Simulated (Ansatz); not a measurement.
**Single-point calculation of C (part 2 of 2)**

Continued. System: C (slab, 12 atoms in the cell). Method: DFT, PBEsol, plane waves, PAW, spin-polarised (Ansatz 0.2.0); cutoff 420 eV, 11×8×1 k-mesh, Gaussian smearing of 0.05 eV, collinear spins. The structure derives from an entry of the Crystallography Open Database. Some settings of this run were made unusual or wrong on purpose.

Geometry of the input (Å; fractional positions):
```
2.5129  0.0000  0.0000
0.0000  3.5538  0.0000
0.0000  0.0000  23.2823
C  0.5000  0.0000  0.3651
C  0.0000  0.2500  0.3651
C  0.0000  0.5000  0.4191
C  0.5000  0.7500  0.4191
C  0.5000  0.0000  0.4730
C  0.0000  0.2500  0.4730
C  0.0000  0.5012  0.5267
C  0.5000  0.7488  0.5267
C  0.5000  0.0098  0.5821
C  0.0000  0.2402  0.5821
C  0.0000  0.5296  0.6274
C  0.5000  0.7204  0.6274
```

### Log, continued
```
SCF iter   1: F=—  HF=-2940.520420 eV  |F-HF|=—  |Δ(HF+E_count)|=         —  Δρ=4.43e-2 (↑4.14e-2 ↓4.43e-2)  dr2=1.09e1  dr2_m=1.13e0  M=7.000 μB ∫|m|=7.000 μB  β_m=1.00  ethr=3.10e-3  p=0.000 e·Å  D=1.85e-8 V/Å  ΔV_dip=-0.00 eV  dr2_dipole=7.25e-1  V_vac-E_F(+/−)=2.91/2.91 eV  ⟨swp⟩=10.4  Hψ=16087  notcnv=0  defer=57
efield: sawtooth ramp at fractional position 0.9762 (placed from the atoms, in the widest stretch of the axis that holds none; the zero of the levels goes with the place), width 0.0400; the density the first Hamiltonian is built on has a dipole p = 0.000 e·Å; the dipole correction subtracts the counter field D = 1.85e-8 V/Å, which shifts the + side's vacuum level by -0.00 eV against the − side's; the planar-averaged density in the ramp window peaks in size at 1.0e-7 e/Å³
preconditioner: auto → LDOS  [metal: Δε(μ)=0.006 eV  Ē_g=16.713 eV  σ=0.050 eV  W_gap=0.07  n_scr=32 (ndim 8)  ℏωp=17.8 eV  f_vac=0.590  D(μ)=3.97/eV (n_scr^D=22)]
spin=Collinear: LDOS preconditioning applied to the charge; magnetization (m = ρ↑ − ρ↓) channel mixes plain (no charge-response kernel on spin).
SCF iter   2: F=—  HF=-2953.317784 eV  |F-HF|=—  |Δ(HF+E_count)|=         —  Δρ=4.39e-2 (↑3.12e-2 ↓4.39e-2)  dr2=5.35e0  dr2_m=1.23e0  M=1.918 μB ∫|m|=1.984 μB  β_m=0.30  ethr=3.10e-3  p=0.005 e·Å  D=3.95e-3 V/Å  ΔV_dip=-0.09 eV  dr2_dipole=4.12e-3  V_vac-E_F(+/−)=7.17/7.26 eV  ⟨swp⟩=2.8  Hψ=4788  notcnv=0  defer=495
Mixer restart at iter 2: flushing history
SCF iter   3: F=—  HF=-2952.776606 eV  |F-HF|=—  |Δ(HF+E_count)|=   5.41e-1  Δρ=3.07e-2 (↑2.17e-2 ↓3.07e-2)  dr2=2.42e0  dr2_m=6.97e-1  M=1.705 μB ∫|m|=1.763 μB  β_m=0.30  ethr=3.10e-3  p=0.010 e·Å  D=8.72e-3 V/Å  ΔV_dip=-0.20 eV  dr2_dipole=2.13e-2  V_vac-E_F(+/−)=6.74/6.95 eV  ⟨swp⟩=3.3  Hψ=4074  notcnv=0  defer=514  κ⁻¹=1.0e0(r=1)
SCF iter   4: F=—  HF=-2952.400844 eV  |F-HF|=—  |Δ(HF+E_count)|=   3.76e-1  Δρ=1.60e-2 (↑1.33e-2 ↓1.60e-2)  dr2=2.62e-1  dr2_m=3.71e-1  M=1.600 μB ∫|m|=1.645 μB  β_m=0.30  ethr=3.10e-3  p=0.020 e·Å  D=1.78e-2 V/Å  ΔV_dip=-0.42 eV  dr2_dipole=1.63e-2  V_vac-E_F(+/−)=5.95/6.37 eV  ⟨swp⟩=3.9  Hψ=4826  notcnv=0  defer=550  κ⁻¹=6.4e-2(r=2)
SCF iter   5: F=—  HF=-2952.555154 eV  |F-HF|=—  |Δ(HF+E_count)|=   1.54e-1  Δρ=1.14e-2 (↑1.10e-2 ↓1.14e-2)  dr2=4.30e-2  dr2_m=2.33e-1  M=1.435 μB ∫|m|=1.476 μB  β_m=0.30  ethr=5.47e-4  p=0.025 e·Å  D=2.15e-2 V/Å  ΔV_dip=-0.50 eV  dr2_dipole=1.06e-3  V_vac-E_F(+/−)=5.62/6.12 eV  ⟨swp⟩=3.7  Hψ=4207  notcnv=0  defer=599  κ⁻¹=3.6e-3(r=3)
SCF iter   6: F=—  HF=-2952.669663 eV  |F-HF|=—  |Δ(HF+E_count)|=   1.15e-1  Δρ=8.72e-3 (↑8.72e-3 ↓8.65e-3)  dr2=1.18e-2  dr2_m=1.43e-1  M=1.329 μB ∫|m|=1.364 μB  β_m=0.30  ethr=8.95e-5  p=0.026 e·Å  D=2.23e-2 V/Å  ΔV_dip=-0.52 eV  dr2_dipole=2.19e-3  V_vac-E_F(+/−)=5.44/5.96 eV  ⟨swp⟩=3.6  Hψ=4055  notcnv=0  defer=597  κ⁻¹=4.4e-4(r=4)
SCF iter   7: F=—  HF=-2952.737074 eV  |F-HF|=—  |Δ(HF+E_count)|=   6.74e-2  Δρ=6.81e-3 (↑6.81e-3 ↓6.78e-3)  dr2=4.83e-3  dr2_m=8.77e-2  M=1.244 μB ∫|m|=1.273 μB  β_m=0.30  ethr=2.47e-5  p=0.025 e·Å  D=2.17e-2 V/Å  ΔV_dip=-0.50 eV  dr2_dipole=1.55e-3  V_vac-E_F(+/−)=5.39/5.89 eV  ⟨swp⟩=3.0  Hψ=3867  notcnv=0  defer=585  κ⁻¹=9.6e-5(r=5)
SCF iter   8: F=—  HF=-2952.778124 eV  |F-HF|=—  |Δ(HF+E_count)|=   4.11e-2  Δρ=5.37e-3 (↑5.37e-3 ↓5.22e-3)  dr2=1.21e-2  dr2_m=5.31e-2  M=1.188 μB ∫|m|=1.211 μB  β_m=0.73  ethr=1.01e-5  p=0.025 e·Å  D=2.18e-2 V/Å  ΔV_dip=-0.51 eV  dr2_dipole=4.70e-3  V_vac-E_F(+/−)=5.37/5.87 eV  ⟨swp⟩=2.9  Hψ=3468  notcnv=0  defer=581
Mixer restart at iter 8: flushing history
spin-set hold released at iteration 8 (site moments contracting): the magnetisation degrees of freedom join the quasi-Newton model from the next iteration; the mixer history was flushed
SCF iter   9: F=—  HF=-2952.830253 eV  |F-HF|=—  |Δ(HF+E_count)|=   5.21e-2  Δρ=3.29e-3 (↑3.29e-3 ↓3.03e-3)  dr2=1.29e-2  dr2_m=1.86e-2  M=1.012 μB ∫|m|=1.033 μB  β_m=0.51  ethr=1.01e-5  p=0.026 e·Å  D=2.24e-2 V/Å  ΔV_dip=-0.52 eV  dr2_dipole=5.45e-3  V_vac-E_F(+/−)=5.36/5.88 eV  ⟨swp⟩=3.0  Hψ=3655  notcnv=0  defer=581
density mixer auto → msr1: a metal under ldos (density of states about μ 0.73 of a free-electron gas's, 32 screened modes)
SCF iter  10: F=—  HF=-2952.869713 eV  |F-HF|=—  |Δ(HF+E_count)|=   3.95e-2  Δρ=2.49e-3 (↑2.49e-3 ↓1.80e-3)  dr2=1.16e-2  dr2_m=8.33e-3  M=0.667 μB ∫|m|=0.723 μB  β_m=0.75  ethr=1.01e-5  p=0.028 e·Å  D=2.42e-2 V/Å  ΔV_dip=-0.56 eV  dr2_dipole=3.95e-3  V_vac-E_F(+/−)=5.32/5.89 eV  ⟨swp⟩=3.5  Hψ=5083  notcnv=0  defer=580
SCF iter  11: F=—  HF=-2952.883533 eV  |F-HF|=—  |Δ(HF+E_count)|=   1.38e-2  Δρ=2.17e-3 (↑2.17e-3 ↓1.97e-3)  dr2=1.40e-3  dr2_m=8.01e-3  M=0.513 μB ∫|m|=0.624 μB  β_m=0.88  ethr=1.01e-5  p=0.028 e·Å  D=2.44e-2 V/Å  ΔV_dip=-0.57 eV  dr2_dipole=3.27e-4  V_vac-E_F(+/−)=5.35/5.92 eV  ⟨swp⟩=2.6  Hψ=3822  notcnv=0  defer=579
SCF iter  12: F=—  HF=-2952.901961 eV  |F-HF|=—  |Δ(HF+E_count)|=   1.84e-2  Δρ=1.71e-3 (↑1.64e-3 ↓1.71e-3)  dr2=2.67e-3  dr2_m=5.28e-3  M=0.366 μB ∫|m|=0.487 μB  β_m=0.80  ethr=2.92e-6  p=0.030 e·Å  D=2.59e-2 V/Å  ΔV_dip=-0.60 eV  dr2_dipole=1.17e-3  V_vac-E_F(+/−)=5.40/6.00 eV  ⟨swp⟩=3.5  Hψ=4615  notcnv=0  defer=581
SCF iter  13: F=—  HF=-2952.917494 eV  |F-HF|=—  |Δ(HF+E_count)|=   1.55e-2  Δρ=9.13e-4 (↑9.13e-4 ↓6.14e-4)  dr2=4.61e-3  dr2_m=8.82e-4  M=0.242 μB ∫|m|=0.279 μB  β_m=0.84  ethr=2.92e-6  p=0.033 e·Å  D=2.90e-2 V/Å  ΔV_dip=-0.67 eV  dr2_dipole=1.30e-3  V_vac-E_F(+/−)=5.38/6.06 eV  ⟨swp⟩=3.6  Hψ=4999  notcnv=0  defer=585
SCF iter  14: F=—  HF=-2952.919560 eV  |F-HF|=—  |Δ(HF+E_count)|=   2.07e-3  Δρ=7.47e-4 (↑7.47e-4 ↓3.61e-4)  dr2=1.57e-2  dr2_m=3.78e-4  M=0.165 μB ∫|m|=0.209 μB  β_m=0.92  ethr=2.92e-6  p=0.035 e·Å  D=3.00e-2 V/Å  ΔV_dip=-0.70 eV  dr2_dipole=6.61e-3  V_vac-E_F(+/−)=5.39/6.09 eV  ⟨swp⟩=2.8  Hψ=3797  notcnv=0  defer=595  recentre
SCF iter  15: F=—  HF=-2952.920485 eV  |F-HF|=—  |Δ(HF+E_count)|=   9.25e-4  Δρ=7.48e-4 (↑7.48e-4 ↓2.29e-4)  dr2=1.62e-2  dr2_m=3.29e-4  M=0.107 μB ∫|m|=0.157 μB  β_m=0.84  ethr=2.92e-6  p=0.034 e·Å  D=3.00e-2 V/Å  ΔV_dip=-0.70 eV  dr2_dipole=6.97e-3  V_vac-E_F(+/−)=5.40/6.10 eV  ⟨swp⟩=2.5  Hψ=3343  notcnv=0  defer=596
SCF iter  16: F=—  HF=-2952.920699 eV  |F-HF|=—  |Δ(HF+E_count)|=   2.14e-4  Δρ=6.49e-4 (↑6.49e-4 ↓1.49e-4)  dr2=1.11e-2  dr2_m=2.68e-4  M=0.087 μB ∫|m|=0.131 μB  β_m=0.92  ethr=2.92e-6  p=0.034 e·Å  D=2.95e-2 V/Å  ΔV_dip=-0.69 eV  dr2_dipole=4.91e-3  V_vac-E_F(+/−)=5.42/6.11 eV  ⟨swp⟩=2.7  Hψ=3038  notcnv=0  defer=600
SCF iter  17: F=—  HF=-2952.921329 eV  |F-HF|=—  |Δ(HF+E_count)|=   6.30e-4  Δρ=1.82e-4 (↑1.82e-4 ↓1.42e-4)  dr2=4.65e-4  dr2_m=6.95e-6  M=0.050 μB ∫|m|=0.052 μB  β_m=0.84  ethr=2.92e-6  p=0.031 e·Å  D=2.72e-2 V/Å  ΔV_dip=-0.63 eV  dr2_dipole=9.12e-5  V_vac-E_F(+/−)=5.48/6.11 eV  ⟨swp⟩=2.9  Hψ=3239  notcnv=0  defer=600
SCF iter  18: F=—  HF=-2952.921269 eV  |F-HF|=—  |Δ(HF+E_count)|=   5.96e-5  Δρ=5.84e-5 (↑5.81e-5 ↓5.84e-5)  dr2=1.65e-4  dr2_m=2.39e-6  M=0.052 μB ∫|m|=0.054 μB  β_m=0.75  ethr=9.69e-7  p=0.032 e·Å  D=2.76e-2 V/Å  ΔV_dip=-0.64 eV  dr2_dipole=6.92e-5  V_vac-E_F(+/−)=5.47/6.11 eV  ⟨swp⟩=2.2  Hψ=3282  notcnv=0  defer=596
SCF iter  19: F=—  HF=-2952.921267 eV  |F-HF|=—  |Δ(HF+E_count)|=   1.98e-6  Δρ=2.58e-5 (↑2.32e-5 ↓2.58e-5)  dr2=2.04e-5  dr2_m=7.82e-7  M=0.049 μB ∫|m|=0.051 μB  β_m=0.84  ethr=3.44e-7  p=0.031 e·Å  D=2.74e-2 V/Å  ΔV_dip=-0.64 eV  dr2_dipole=9.45e-6  V_vac-E_F(+/−)=5.47/6.11 eV  ⟨swp⟩=2.5  Hψ=2848  notcnv=0  defer=596
SCF iter  20: F=—  HF=-2952.921296 eV  |F-HF|=—  |Δ(HF+E_count)|=   2.91e-5  Δρ=1.23e-5 (↑1.23e-5 ↓1.01e-5)  dr2=1.56e-6  dr2_m=1.72e-7  M=0.045 μB ∫|m|=0.047 μB  β_m=0.83  ethr=4.25e-8  p=0.031 e·Å  D=2.72e-2 V/Å  ΔV_dip=-0.63 eV  dr2_dipole=3.57e-7  V_vac-E_F(+/−)=5.47/6.11 eV  ⟨swp⟩=2.5  Hψ=3336  notcnv=0  defer=597
SCF iter  21: F=—  HF=-2952.921297 eV  |F-HF|=—  |Δ(HF+E_count)|=   5.03e-7  Δρ=6.30e-6 (↑6.30e-6 ↓4.99e-6)  dr2=1.30e-6  dr2_m=2.63e-8  M=0.043 μB ∫|m|=0.045 μB  β_m=0.81  ethr=3.24e-9  p=0.031 e·Å  D=2.72e-2 V/Å  ΔV_dip=-0.63 eV  dr2_dipole=5.00e-7  V_vac-E_F(+/−)=5.47/6.11 eV  ⟨swp⟩=3.0  Hψ=3510  notcnv=0  defer=597
SCF iter  22: F=—  HF=-2952.921297 eV  |F-HF|=—  |Δ(HF+E_count)|=   1.25e-7  Δρ=3.28e-6 (↑2.65e-6 ↓3.28e-6)  dr2=6.11e-7  dr2_m=4.77e-9  M=0.042 μB ∫|m|=0.044 μB  β_m=0.88  ethr=2.71e-9  p=0.031 e·Å  D=2.72e-2 V/Å  ΔV_dip=-0.63 eV  dr2_dipole=2.46e-7  V_vac-E_F(+/−)=5.47/6.11 eV  ⟨swp⟩=2.5  Hψ=2685  notcnv=0  defer=597
SCF iter  23: F=—  HF=-2952.921297 eV  |F-HF|=—  |Δ(HF+E_count)|=   5.38e-9  Δρ=1.31e-6 (↑7.97e-7 ↓1.31e-6)  dr2=2.21e-8  dr2_m=9.04e-10  M=0.042 μB ∫|m|=0.044 μB  β_m=0.86  ethr=2.08e-10  p=0.031 e·Å  D=2.72e-2 V/Å  ΔV_dip=-0.63 eV  dr2_dipole=5.58e-9  V_vac-E_F(+/−)=5.47/6.11 eV  ⟨swp⟩=20.3  Hψ=18641  notcnv=0
SCF iter  24: F=—  HF=-2952.921297 eV  |F-HF|=—  |Δ(HF+E_count)|=   1.18e-8  Δρ=4.50e-7 (↑3.96e-7 ↓4.50e-7)  dr2=3.48e-9  dr2_m=9.56e-11  M=0.042 μB ∫|m|=0.044 μB  β_m=0.76  ethr=4.60e-11  p=0.031 e·Å  D=2.72e-2 V/Å  ΔV_dip=-0.63 eV  dr2_dipole=6.16e-10  V_vac-E_F(+/−)=5.47/6.11 eV  ⟨swp⟩=7.5  Hψ=8026  notcnv=0
SCF iter  25: F=-2952.921297 eV  HF=-2952.921297 eV  |F-HF|=1.45e-10  |Δ(HF+E_count)|=  7.56e-10  Δρ=9.89e-8 (↑9.37e-8 ↓9.89e-8)  dr2=1.15e-10  dr2_m=3.15e-12  M=0.042 μB ∫|m|=0.044 μB  ethr=7.25e-12  p=0.031 e·Å  D=2.72e-2 V/Å  ΔV_dip=-0.63 eV  dr2_dipole=3.11e-12  V_vac-E_F(+/−)=5.47/6.11 eV  ⟨swp⟩=4.9  Hψ=6778  notcnv=0
SCF 1 converged in 25 iterations: F = -2952.921297 eV  dr2 = 1.15e-10
  greatest PAW one-centre occupation: 0.664 electrons in one spin orbital (limit 2), on the C atom at site 10 (counted from 0), in its partial waves of l = 0
```

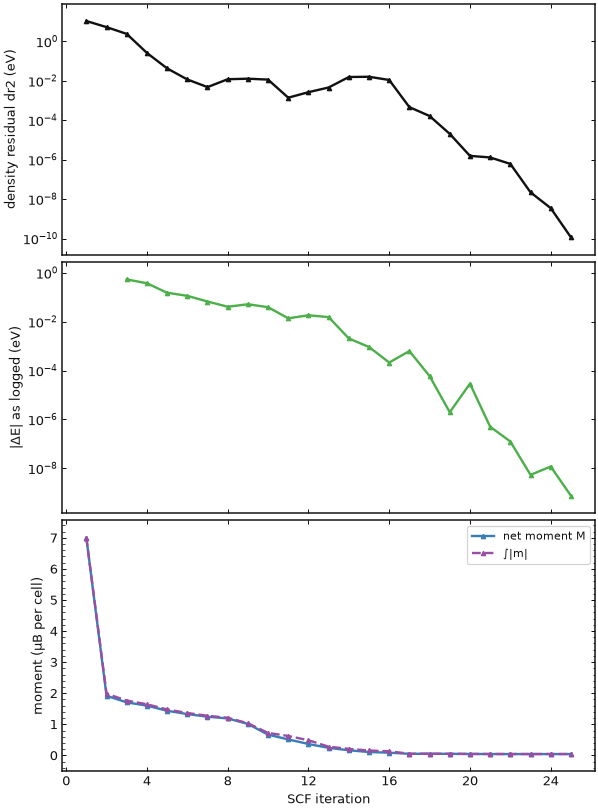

Figure 1. Convergence of the self-consistent field: density residual dr2, size of the energy change and magnetic moment against the SCF iteration. The residual falls unevenly and jumps up by a factor of two or more 2 times on the way down. The net moment goes from 7.0 to 0.0 μB per cell, and ∫|m| falls to zero.

```
SCF converged after 25 iterations
Magnetization: 0.0422 μB (24.0211 up, 23.9789 down)
Absolute magnetization: 0.0439 μB (∫|ρ↑−ρ↓|, with the PAW one-centre terms)
Spin contamination: 0.0004 ħ² per cell (⟨S²⟩ above its minimum at these occupations)
Per-site moments (μB) at R_I (Å): [(0.008640220016361898, 0.6347733710117185), (0.008640220016361916, 0.6347733710117185), (0.00031020287541441786, 0.6347733710117184), (0.0003102028754144127, 0.6347733710117184), (0.00033999931946889996, 0.6339381226813344), (0.0003399993194689174, 0.6339381226813344), (-6.241322655796373e-5, 0.6327126847833209), (-6.241322655797212e-5, 0.6327126847833209), (-4.2189203837225614e-5, 0.6075771926319845), (-4.218920383723927e-5, 0.6075771926319845), (0.000569570709714061, 0.5889235127816099), (0.0005695707097140429, 0.5889235127816099)]
Free energy (F): -2952.921297 eV
Harris-Foulkes:  -2952.921297 eV  (|F-HF|=1.45e-10)
Internal energy: -2952.918576 eV  (E = F + TS)
E sigma→0 (E₀):  -2952.919937 eV
Entropy (-TS):   -0.002721 eV (-0.227 meV/atom)
Fermi energy:    0.519968 eV
Dipole field:    D = 0.027202 V/Å  (p = 0.031257 e·Å, saw-weighted, corrected)
Work function:   Φ+ = 5.4724 eV   Φ− = 6.1057 eV
Levels:          The Fermi level and band energies are counted from a zero that moves with the ramp; work functions are not
--- Per-component energies (eV) ---
  E_band       = -405.738383
  E_kinetic    = 1093.111424
  E_local      = -42800.172582  (includes V_loc(G=0)·N_el)
  E_nonlocal   = 322.597550
  E_hartree    = 20887.124368
  E_xc         = -574.658932
  E_vxc        = -714.974743  (∫ρ·V_xc dr)
  E_paw        = -1143.328393  (= ΣΔE_a)
  E_vpaw       = -80.469126  (= ΣTr[D̂ρ^β])
  E_aug_tail   = 0.000099  (compensation charges beyond the density's cutoff)
  E_efield     = 0.000425  (sawtooth field / dipole correction)
  E_vefield    = -0.079945  (∫n·V_field dr)
  E_ewald      = 19262.154259
  E_core_change = 0.253206  (= ΣΔE_core)
  E_smearing   = -0.002721  (= −TS)
  E_closure    = -0.000000  (closes the sum)
  Σ components = -2952.921297   (vs F -2952.921297, Δ=0.00e0)
--- Forces (eV/Å), atoms counted from 1 ---
  atom   1  C      0.00000000     4.45816198     1.16287299
  atom   2  C      0.00000000    -4.45816198     1.16287299
  atom   3  C      0.00000000     1.03533226    -1.20810802
  atom   4  C      0.00000000    -1.03533226    -1.20810802
  atom   5  C      0.00000000     0.46792170     0.04716383
  atom   6  C      0.00000000    -0.46792170     0.04716383
  atom   7  C      0.00000000    -0.00360696    -0.00176748
  atom   8  C      0.00000000     0.00360696    -0.00176748
  atom   9  C      0.00000000    -0.00097567     0.00197271
  atom  10  C      0.00000000     0.00097567     0.00197271
  atom  11  C      0.00000000    -0.01114182    -0.00213892
  atom  12  C      0.00000000     0.01114182    -0.00213892
  max |Σ_I F_I| component: 9.79e-6 eV/Å
--- Band table (eV; the first three rows and the last of 60) ---
  k-point 0 ↑: bands = ["-21.2875", "-19.9122", "-17.6518", "-14.8688", "-12.9370", "-12.5706", "-12.4915", "-11.2620", "-9.0293", "-8.7314", "-8.1353", "-6.4531", "-6.1194", "-5.8961", "-5.8597", "-5.3983", "-3.7974", "-3.4540", "-2.6465", "-2.2638", "-1.1431", "-0.7163", "-0.1282", "0.6884", "2.2671", "3.6660", "5.0080", "5.4812", "6.0300", "6.1004", "6.2435", "6.6563", "6.8664", "7.1698", "7.6617", "7.7670", "7.8944", "8.1597", "8.7918", "9.6673"]
  k-point 1 ↑: bands = ["-21.1432", "-19.7715", "-17.5217", "-14.8275", "-14.5080", "-13.6039", "-11.0546", "-10.6752", "-10.1396", "-8.0595", "-7.2218", "-7.0366", "-6.3226", "-5.6953", "-5.2819", "-5.1018", "-3.7359", "-3.1978", "-2.9501", "-2.3517", "-1.3869", "-0.5014", "-0.2274", "0.4264", "2.0745", "3.2169", "5.0220", "5.7190", "6.1006", "6.3151", "6.7558", "6.8589", "7.2286", "7.3797", "7.6167", "7.7387", "8.1026", "8.3193", "8.9811", "9.6341"]
  k-point 2 ↑: bands = ["-20.7119", "-19.3520", "-17.1402", "-16.2177", "-15.1669", "-14.6357", "-11.5290", "-10.7177", "-8.8768", "-8.4974", "-6.6795", "-6.1955", "-5.9386", "-5.0277", "-4.9415", "-4.5729", "-3.5823", "-3.4675", "-2.6682", "-2.3200", "-2.0193", "-1.2379", "-0.0002", "0.2821", "1.5208", "2.3918", "5.1833", "6.2878", "6.3961", "6.8922", "7.1513", "7.4483", "7.8038", "7.9007", "7.9340", "8.1654", "8.6171", "8.8344", "9.4302", "9.5186"]
  k-point 29 ↓: bands = ["-15.7444", "-15.6114", "-14.5240", "-14.3867", "-13.1393", "-13.0071", "-12.6889", "-12.3481", "-12.0037", "-11.8938", "-10.8138", "-10.4318", "-7.9886", "-7.8404", "-6.8234", "-6.6972", "-5.3329", "-5.3140", "-4.4882", "-4.3964", "-3.4726", "-3.4192", "0.4733", "0.5218", "0.9674", "1.3110", "8.0850", "8.1162", "8.9839", "9.0686", "9.4648", "9.4764", "9.9996", "10.0723", "10.6293", "10.7701", "10.7758", "11.2242", "11.5619", "11.6371"]
```

### What the run reported

- outcome: converged
- electrons treated: 48
- free energy: −2952.9213 eV
- Fermi energy: 0.520 eV
- gap on the k-point mesh: none (metallic)
- net moment of the cell: 0.04 μB
- integrated absolute moment: 0.04 μB
- largest force (length of the vector): 4.607 eV/Å
- hardware: 1 thread of an x86-64 CPU, shared host
- wall time: 44 s
- peak memory: 0.62 GiB

The input was spoiled on purpose: an impossible spin (`magnetization`). The run converged; whether the setting changed the result can't be told without a sound run beside it.
